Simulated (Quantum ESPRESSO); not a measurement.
## A series of single points on La

System: La (1 atom in the cell).
Method: Kohn-Sham DFT of a periodic cell, PBE, SSSP 1.3 efficiency PBE, no spin polarisation (Quantum ESPRESSO 7.5).

The 7 runs differ only in the geometry, by an even scaling of the cell at fixed fractional positions. The structure derives from an entry of the Crystallography Open Database.

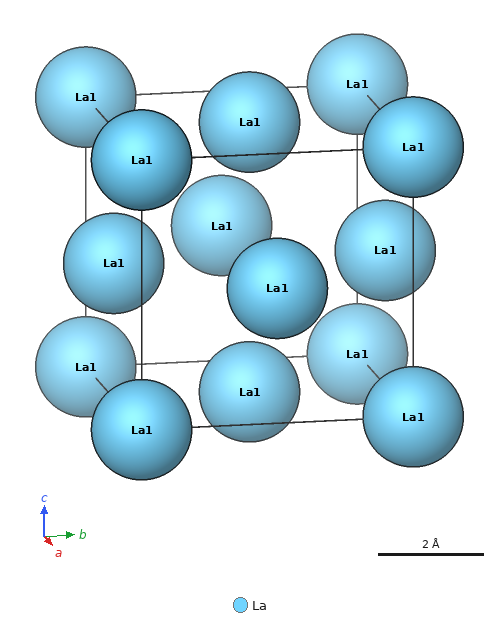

Figure 1. The structure of run 4 (spheres-only view of the cell 4 times as large as that of the calculation, set on its symmetry axes, seen slightly off an axis; atoms are numbered from 1 in the order of the input).

**Input file of run 4**
```
&CONTROL
  calculation = 'scf'
  prefix = 'pwscf'
  outdir = './tmp'
  pseudo_dir = './pseudo'
  tprnfor = .true.
  tstress = .true.
  disk_io = 'low'
/
&SYSTEM
  ibrav = 0
  nat = 1
  ntyp = 1
  ecutwfc = 55
  ecutrho = 440
  nbnd = 11
  occupations = 'smearing'
  smearing = 'fd'
  degauss = 0.00367493
/
&ELECTRONS
  conv_thr = 2d-10
  electron_maxstep = 120
  mixing_beta = 0.5
/
ATOMIC_SPECIES
La   138.9055 La.paw.z_11.atompaw.wentzcovitch.v1.2.upf
CELL_PARAMETERS angstrom
   0.0000000000    2.6455000000    2.6455000000
   2.6455000000    0.0000000000    2.6455000000
   2.6455000000    2.6455000000    0.0000000000
ATOMIC_POSITIONS crystal
La     0.0000000000    0.0000000000    0.0000000000
K_POINTS automatic
9 9 9 0 0 0
```

**File pp_density.in of run 4**
```
&INPUTPP
  prefix = 'pwscf'
  outdir = './tmp'
  filplot = 'density.dat'
  plot_num = 0
/
&PLOT
  nfile = 1
  filepp(1) = 'density.dat'
  iflag = 3
  output_format = 6
  fileout = 'density.cube'
/
```

**File pp_potential.in of run 4**
```
&INPUTPP
  prefix = 'pwscf'
  outdir = './tmp'
  filplot = 'potential.dat'
  plot_num = 11
/
&PLOT
  nfile = 1
  filepp(1) = 'potential.dat'
  iflag = 3
  output_format = 6
  fileout = 'potential.cube'
/
```

Command:
```bash
OMP_NUM_THREADS=1 pw.x -in pw.in > pw.out
OMP_NUM_THREADS=1 pp.x -in pp_density.in > pp_density.out
OMP_NUM_THREADS=1 pp.x -in pp_potential.in > pp_potential.out
```

Lattice vectors (Å) and fractional positions of run 4:
```
   0.000000    2.645500    2.645500
   2.645500    0.000000    2.645500
   2.645500    2.645500    0.000000
La  0.000000  0.000000  0.000000
```

Run 3 has the same physical settings and fractional positions; its lattice vectors (Å) are:
```
   0.000000    2.627744    2.627744
   2.627744    0.000000    2.627744
   2.627744    2.627744    0.000000
```

**Results, with one run withheld**

| run | volume per atom (Å³) | free energy per atom, from the lowest run given (meV) | pressure (GPa) |
| --- | --- | --- | --- |
| 1 | 34.808 | 9.95 | 1.44 |
| 2 | 35.549 | 4.49 | 0.93 |
| 3 | 36.289 | ? | ? |
| 4 | 37.030 | 0.00 | 0.05 |
| 5 | 37.771 | 0.72 | −0.37 |
| 6 | 38.511 | 3.36 | −0.78 |
| 7 | 39.252 | 7.89 | −1.18 |

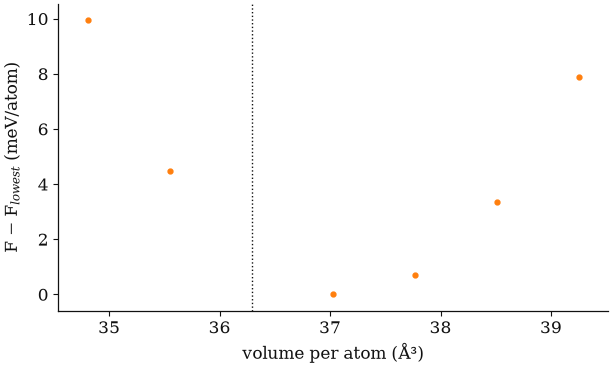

Figure 2. Free energy per atom of the runs given; the dotted line marks run 3.

Fit the runs given and predict run 3.

A cubic polynomial in V^(−2/3) (the Birch–Murnaghan form), fitted to the 6 runs given, misses them by at most 0.03 meV per atom. With x = V^(−2/3) − 0.08990 Å⁻², it reads F = −0.040029 + 39.897 x + 6.9165e+05 x² − 1.1903e+07 x³ (meV per atom). At run 3 it gives 1.21 meV per atom, and the run itself gives 1.23. The slope of the fit gives a pressure −dF/dV of 0.49 GPa there, and the run prints 0.48 GPa. The fit has its minimum at 37.117 Å³ per atom, where V d²F/dV² gives 21.5 GPa: the bulk modulus at this level, since symmetry fixes the shape and the positions.

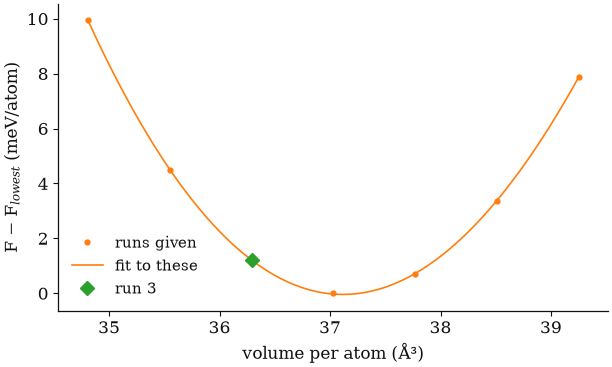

Figure 3. The fit and the withheld run.

**Some lines of the output (run 3)**
```
[...]
     number of k points=    35  Fermi-Dirac smearing, width (Ry)=  0.0037
     total energy              =    -458.22887621 Ry
     total energy              =    -458.22913692 Ry
     total energy              =    -458.22921361 Ry
     total energy              =    -458.22921634 Ry
     total energy              =    -458.22922203 Ry
     total energy              =    -458.22922302 Ry
     total energy              =    -458.22922243 Ry
     total energy              =    -458.22922263 Ry
     the Fermi energy is    11.4539 ev
!    total energy              =    -458.22922263 Ry
     The total energy is F=E-TS. E is the sum of the following terms:
     Computing stress (Cartesian axis) and pressure
          total   stress  (Ry/bohr**3)                   (kbar)     P=        4.80
```

Notes on the run: negative rho.
